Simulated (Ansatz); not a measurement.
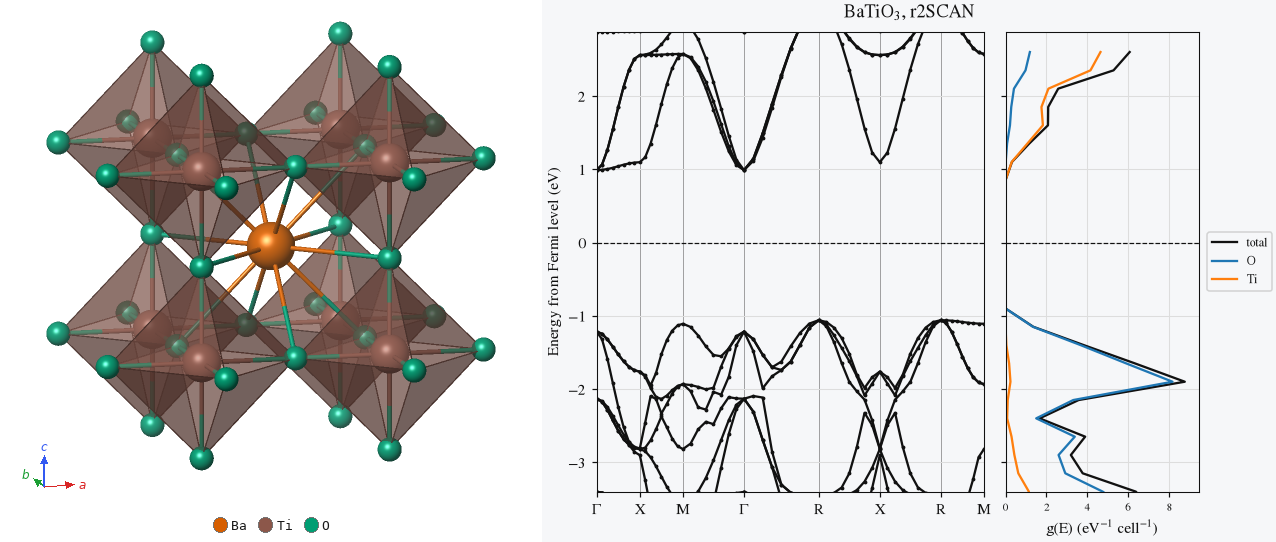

Band structure and density of states, beside the structure. Energies are counted from the Fermi level. The path runs straight from each named point to the next. The partial curves are projected on Löwdin-orthogonalised atomic shells.

The material is BaTiO3, space group Pm-3m (No. 221), 5 atoms in the cell, a database entry, rescaled; a = 4.06 Å, b = 4.06 Å, c = 4.06 Å, α = 90.00°, β = 90.00°, γ = 90.00°.

Ansatz 0.2.0; DFT with r2SCAN, PAW plane waves, no spin polarisation, 6×6×6 k mesh.

> Is there a gap? Give its size, its kind and where the band edges lie.

A semiconductor. The gap along this path is 2.05 eV and indirect, from the valence-band top at R to the conduction-band bottom at Γ; the smallest direct gap is 2.20 eV, at Γ.

> What are the direct gaps at M, X and Γ?

The direct gaps are 3.68 eV at M, 2.86 eV at X and 2.20 eV at Γ.

> How many bands meet at the valence-band top?

Three bands meet at the valence-band top at R: it is triply degenerate (spin aside).

The cell is at −8 GPa in this functional.
